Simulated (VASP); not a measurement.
## Run report: SrO, band-structure calculation

System: SrO (Fm-3m, 2 atoms in the cell).
Method: DFT, PBE, plane waves, PAW (VASP 6.6.1).

The structure was built on a prototype by a generator. The geometry comes from this level: r2SCAN (a point of a series of strains). It belongs to a series of runs on one base structure; here: hydrostatic strain +4.0%.

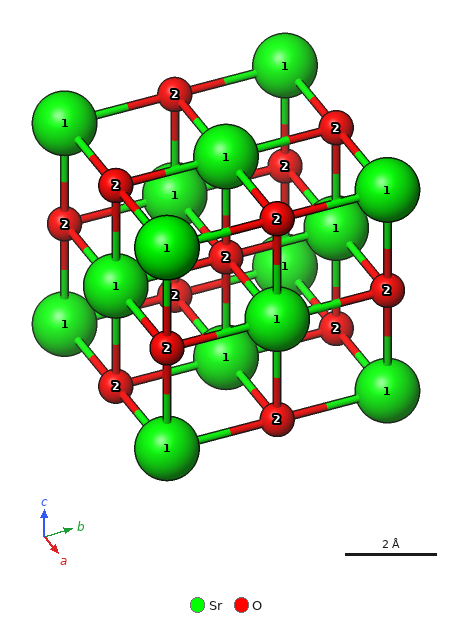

Figure 1. The structure (ball-and-stick view of the cell 4 times as large as that of the calculation, set on its symmetry axes, seen at an oblique angle; atoms are numbered from 1 in the order of the input). An atom can appear more than once, as a periodic image. Near neighbours in the periodic cell (some may lie outside the picture): Sr has 6 O at 2.68 Å; O has 6 Sr at 2.68 Å.

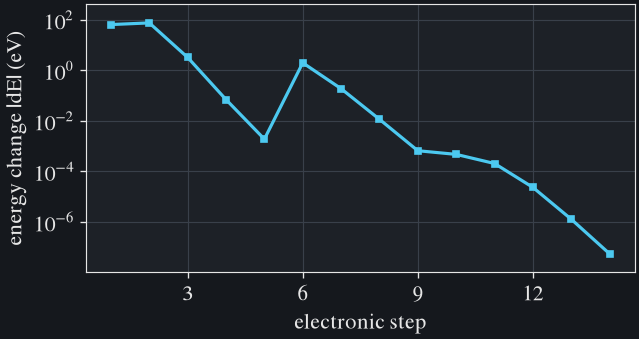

Figure 2. Convergence of the self-consistent field: energy change |dE| against the electronic step. It takes 14 electronic steps. The density is held fixed in the first few steps, and dE rises again when its update begins.

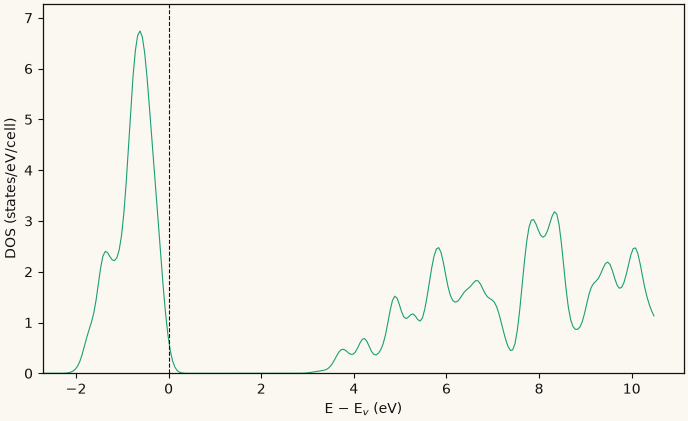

Figure 3. Density of states (the curve is built from the levels of the k mesh with Gaussians 0.3 eV wide, which also blur the band edges), with energies from the valence-band top. There is a gap of 3.14 eV on the k-point mesh. Small ripples come from the finite k-point mesh.

The input and output of the run follow.

INCAR:
```
ENCUT = 520.000000
SIGMA = 0.020000
EDIFF = 1.00e-07
GGA = PE
PREC = Accurate
IBRION = -1
ISIF = 2
ISMEAR = -1
NBANDS = 15
NELM = 120
NSW = 0
LASPH = .TRUE.
LCHARG = .TRUE.
LELF = .TRUE.
LWAVE = .FALSE.
LREAL = .FALSE.
```

KPOINTS:
```
KPOINTS created by Atomic Simulation Environment
0
Gamma
8 8 8
0 0 0
```

KPOINTS_OPT:
```
special points
6
Reciprocal
0.0000000000 0.0000000000 0.0000000000 1
0.5000000000 0.0000000000 0.5000000000 1
0.6250000000 0.2500000000 0.6250000000 1
0.3750000000 0.3750000000 0.7500000000 1
0.5000000000 0.5000000000 0.5000000000 1
0.5000000000 0.2500000000 0.7500000000 1
```

POSCAR:
```
Sr O
 1.0000000000000000
     0.0000000000000000    2.6830880188999999    2.6830880188999999
     2.6830880188999999    0.0000000000000000    2.6830880188999999
     2.6830880188999999    2.6830880188999999    0.0000000000000000
 Sr  O
   1   1
Cartesian
  0.0000000000000000  0.0000000000000000  0.0000000000000000
  2.6830880188999999  2.6830880188999999  2.6830880188999999
```

Command:
```bash
mpirun -np 1 vasp_std
```

OSZICAR:
```
N       E                     dE             d eps       ncg     rms          rms(c)
DAV:   1     0.658930240042E+02    0.65893E+02   -0.82543E+03   870   0.102E+03
DAV:   2    -0.108416081151E+02   -0.76735E+02   -0.69906E+02  1193   0.211E+02
DAV:   3    -0.141290104211E+02   -0.32874E+01   -0.32673E+01  1159   0.396E+01
DAV:   4    -0.141994536129E+02   -0.70443E-01   -0.70438E-01  1110   0.560E+00
DAV:   5    -0.142013679289E+02   -0.19143E-02   -0.19143E-02  1107   0.728E-01    0.133E+01
DAV:   6    -0.121870135896E+02    0.20144E+01   -0.73362E+00   891   0.187E+01    0.153E+01
DAV:   7    -0.119968285502E+02    0.19019E+00   -0.42451E-01   975   0.539E+00    0.889E+00
DAV:   8    -0.119851708618E+02    0.11658E-01   -0.13193E-01  1094   0.379E+00    0.531E-01
DAV:   9    -0.119845063471E+02    0.66451E-03   -0.83852E-03  1031   0.661E-01    0.240E-01
DAV:  10    -0.119849820962E+02   -0.47575E-03   -0.52944E-04   975   0.229E-01    0.982E-02
DAV:  11    -0.119851890333E+02   -0.20694E-03   -0.24445E-04   919   0.110E-01    0.323E-02
DAV:  12    -0.119852124585E+02   -0.23425E-04   -0.28295E-05   933   0.353E-02    0.189E-02
DAV:  13    -0.119852111752E+02    0.12833E-05   -0.81194E-07  1010   0.104E-02    0.321E-03
DAV:  14    -0.119852111205E+02    0.54669E-07   -0.26712E-07  1045   0.368E-03
   1 F= -.11985211E+02 E0= -.11985211E+02  d E =-.209128E-13
       N       E                     dE             ncg
DAV:   1    -0.905564145364E+02   -0.35500E+04      180
DAV:   2    -0.525914998389E+03   -0.43536E+03      243
DAV:   3    -0.543721046910E+03   -0.17806E+02      267
DAV:   4    -0.544087546956E+03   -0.36650E+00      209
DAV:   5    -0.544098233859E+03   -0.10687E-01      236
DAV:   6    -0.544098680918E+03   -0.44706E-03      209
DAV:   7    -0.544098699864E+03   -0.18946E-04      215
DAV:   8    -0.544098700661E+03   -0.79671E-06      162
DAV:   9    -0.544098700694E+03   -0.33046E-07      176
```

Parts of OUTCAR:
```
k-points           NKPTS =     29   k-points in BZ     NKDIM =     29   number of bands    NBANDS=     15

   NELECT =      16.0000    total number of electrons

   dimension x,y,z NGX =    28 NGY =   28 NGZ =   28
   dimension x,y,z NGXF=    56 NGYF=   56 NGZF=   56

  energy-cutoff  :      520.00
  volume of cell :       38.63
      direct lattice vectors                 reciprocal lattice vectors
     0.000000000  2.683088019  2.683088019    -0.186352440  0.186352440  0.186352440
     2.683088019  0.000000000  2.683088019     0.186352440 -0.186352440  0.186352440
     2.683088019  2.683088019  0.000000000     0.186352440  0.186352440 -0.186352440

 k-points in reciprocal lattice and weights: KPOINTS created by Atomic Simulation Env
   0.00000000  0.00000000  0.00000000       0.002
   0.12500000  0.00000000  0.00000000       0.016
   0.25000000  0.00000000  0.00000000       0.016
   0.37500000  0.00000000  0.00000000       0.016
   0.50000000  0.00000000  0.00000000       0.008
   0.12500000  0.12500000  0.00000000       0.012
   0.25000000  0.12500000  0.00000000       0.047
   0.37500000  0.12500000  0.00000000       0.047
   0.50000000  0.12500000  0.00000000       0.047
  -0.37500000  0.12500000  0.00000000       0.047
  -0.25000000  0.12500000  0.00000000       0.047
  -0.12500000  0.12500000  0.00000000       0.023
   0.25000000  0.25000000  0.00000000       0.012
   0.37500000  0.25000000  0.00000000       0.047
   0.50000000  0.25000000  0.00000000       0.047
  -0.37500000  0.25000000  0.00000000       0.047
  -0.25000000  0.25000000  0.00000000       0.023
   0.37500000  0.37500000  0.00000000       0.012
   0.50000000  0.37500000  0.00000000       0.047
  -0.37500000  0.37500000  0.00000000       0.023
   0.50000000  0.50000000  0.00000000       0.006
   0.37500000  0.25000000  0.12500000       0.047
   0.50000000  0.25000000  0.12500000       0.094
  -0.37500000  0.25000000  0.12500000       0.047
   0.50000000  0.37500000  0.12500000       0.047
  -0.37500000  0.37500000  0.12500000       0.094
  -0.25000000  0.37500000  0.12500000       0.047
  -0.37500000  0.50000000  0.12500000       0.023
  -0.25000000  0.50000000  0.25000000       0.012

 E-fermi :   1.6369

 k-point     1 :       0.0000    0.0000    0.0000
  band No.  band energies     occupation
      1     -31.7684      2.00000
      2     -13.8268      2.00000
      3     -13.5112      2.00000
      4     -13.5112      2.00000
      5     -13.5112      2.00000
      6       1.1048      2.00000
      7       1.1048      2.00000
      8       1.1048      2.00000
      9       4.2400      0.00000
     10       7.0116      0.00000
     11       7.0116      0.00000
     12       7.0116      0.00000
     13       8.9065      0.00000
     14       8.9065      0.00000
     15      13.1759      0.00000

 k-point     2 :       0.1250    0.0000    0.0000
  band No.  band energies     occupation
      1     -31.7573      2.00000
      2     -14.2609      2.00000
      3     -13.5202      2.00000
      4     -13.5202      2.00000
      5     -13.1069      2.00000
      6       0.6819      2.00000
      7       0.9493      2.00000
      8       0.9493      2.00000
      9       4.8960      0.00000
     10       6.8685      0.00000
     11       7.2752      0.00000
     12       7.2752      0.00000
     13       9.2343      0.00000
     14       9.2343      0.00000
     15      14.0397      0.00000

 k-point     3 :       0.2500    0.0000    0.0000
  band No.  band energies     occupation
      1     -31.7301      2.00000
      2     -14.7559      2.00000
      3     -13.5416      2.00000
      4     -13.5416      2.00000
      5     -12.6847      2.00000
      6      -0.0553      2.00000
      7       0.6089      2.00000
      8       0.6089      2.00000
      9       6.2747      0.00000
     10       6.8100      0.00000
     11       7.9847      0.00000
     12       7.9847      0.00000
     13      10.0663      0.00000
     14      10.0663      0.00000
     15      15.6570      0.00000

 k-point     4 :       0.3750    0.0000    0.0000
  band No.  band energies     occupation
      1     -31.7027      2.00000
      2     -15.1009      2.00000
      3     -13.5629      2.00000
      4     -13.5629      2.00000
      5     -12.4126      2.00000
      6      -0.6236      2.00000
      7       0.3065      2.00000
      8       0.3065      2.00000
      9       6.9396      0.00000
     10       7.8255      0.00000
     11       8.8284      0.00000
     12       8.8284      0.00000
     13      11.1264      0.00000
     14      11.1264      0.00000
     15      14.9577      0.00000

 k-point     5 :       0.5000    0.0000    0.0000
  band No.  band energies     occupation
      1     -31.6913      2.00000
      2     -15.2243      2.00000
      3     -13.5716      2.00000
      4     -13.5716      2.00000
      5     -12.3195      2.00000
      6      -0.8323      2.00000
      7       0.1901      2.00000
      8       0.1901      2.00000
      9       7.1046      0.00000
     10       8.5669      0.00000
     11       9.2238      0.00000
     12       9.2238      0.00000
     13      11.8316      0.00000
     14      11.8316      0.00000
     15      14.0810      0.00000

 [... the levels of 23 k-points are left out ...]

 k-point    29 :      -0.2500    0.5000    0.2500
  band No.  band energies     occupation
      1     -31.6676      2.00000
      2     -14.5197      2.00000
      3     -13.9501      2.00000
      4     -13.9501      2.00000
      5     -12.8454      2.00000
      6       0.1489      2.00000
      7       0.5756      2.00000
      8       0.5756      2.00000
      9       6.7589      0.00000
     10       6.7589      0.00000
     11       8.8109      0.00000
     12      11.1964      0.00000
     13      11.3453      0.00000
     14      12.3665      0.00000
     15      14.2734      0.00000

  Total       -1.5175461     -1.5175461     -1.5175461      0.0000000      0.0000000     -0.0000000
  in kB      -62.9386917    -62.9386917    -62.9386917      0.0000000      0.0000000     -0.0000000
  external PRESSURE =     -62.9386917 kB  Pullay stress =       0.0000000 kB

 POSITION                                       TOTAL-FORCE (eV/Angst)
 -----------------------------------------------------------------------------------
      0.00000      0.00000      0.00000         0.000000     -0.000000     -0.000000
      2.68309      2.68309      2.68309        -0.000000      0.000000      0.000000
 -----------------------------------------------------------------------------------
    total drift:                                0.000000      0.000000      0.000000

  FREE ENERGIE OF THE ION-ELECTRON SYSTEM (eV)
  ---------------------------------------------------
  free  energy   TOTEN  =       -11.9852111205 eV

  energy  without entropy=      -11.9852111205  energy(sigma->0) =      -11.98521112
```

Key numbers:

```csv
quantity,value
outcome,converged
space group (tolerance 0.01 Å),Fm-3m (225)
electrons treated,16
free energy,−11.9852 eV
Fermi energy,1.637 eV
band gap,3.14 eV
pressure,−6.29 GPa
largest force (length of the vector),under 0.001 eV/Å
hardware,"1 CPU thread, shared host"
wall time,12 s
peak memory,0.17 GiB
```

Remarks:

The cell is under a tension of 6.3 GPa at this level, so it is not at its equilibrium volume.
